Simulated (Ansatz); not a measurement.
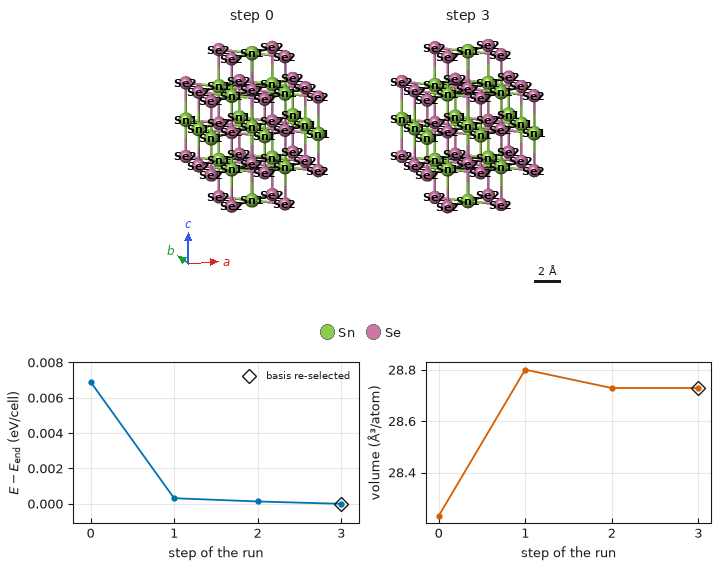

First and last geometry of a relaxation of a crystal of SnSe (set up in I4/mmm), with the history of the run. The picture is a ball-and-stick view of the conventional cell (2 times the calculation's cell), seen slightly off an axis. Lengths and directions refer to the drawn axes.

Case: film's bulk on the substrate's plane, third vector and atoms relaxed.

All numbers below come from Ansatz 0.2.0, DFT PBE, scalar-relativistic, plane waves, PAW.

Input file:
```yaml
crystal:
  lattice:
    - [4.3614332727, 0.0, 0.0]
    - [0.0, 4.3614332727, 0.0]
    - [2.1807166363, 2.1807166363, 2.9681944653]
  atoms:
    - { symbol: Sn, position: [0.0, 0.0, 0.0] }
    - { symbol: Se, position: [0.5, 0.5, 0.0] }
basis:
  ecutwfc: 420
kpoints:
  mp_grid: { grid: [8, 8, 12] }
hamiltonian:
  xc: pbe
scf:
  occupations: { method: gaussian, width: 0.1 }
output:
  forces: true
  stress: true
  eigenvalues: true
relax:
  adjacent_minimum: "off"
  f_tol: 0.01
  max_steps: 50
  cell: { fix: [a, b, gamma], stress_tol: 0.1 }
```

Q: Did the run converge, and what did it change?

A: It converged. Over 2 accepted moves (3 points after the start) the energy falls by 6.9 meV per cell of the calculation. All forces vanish by symmetry, so only the cell relaxes. The pressure goes from −0.50 to −1.41 GPa. The SCF was repeated once at an unchanged geometry on a basis and grid sized afresh for the cell, which shifted the energy by 0.1 meV per cell of the calculation at most. The atoms keep their places relative to the cell (all moves are under 0.005 Å). The volume changes by +1.8 %, with a = b unchanged at 4.361 Å, c 5.936 → 6.041 Å (+1.8 %). Some distances before and after: Sn1–Se2 2.968 → 3.021 Å. The space group stays I4/mmm (No. 139). The run took about 40 core-seconds on a shared host.

```json
{"step": "0", "E − E(0), meV/atom": "0.00", "pressure, GPa": "-0.50", "volume, Å³/atom": "28.231", "note": ""}
{"step": "1", "E − E(0), meV/atom": "-3.29", "pressure, GPa": "-1.52", "volume, Å³/atom": "28.801", "note": ""}
{"step": "2", "E − E(0), meV/atom": "-3.39", "pressure, GPa": "-1.41", "volume, Å³/atom": "28.729", "note": ""}
{"step": "3", "E − E(0), meV/atom": "-3.45", "pressure, GPa": "-1.41", "volume, Å³/atom": "28.729", "note": "same geometry, new basis"}
```
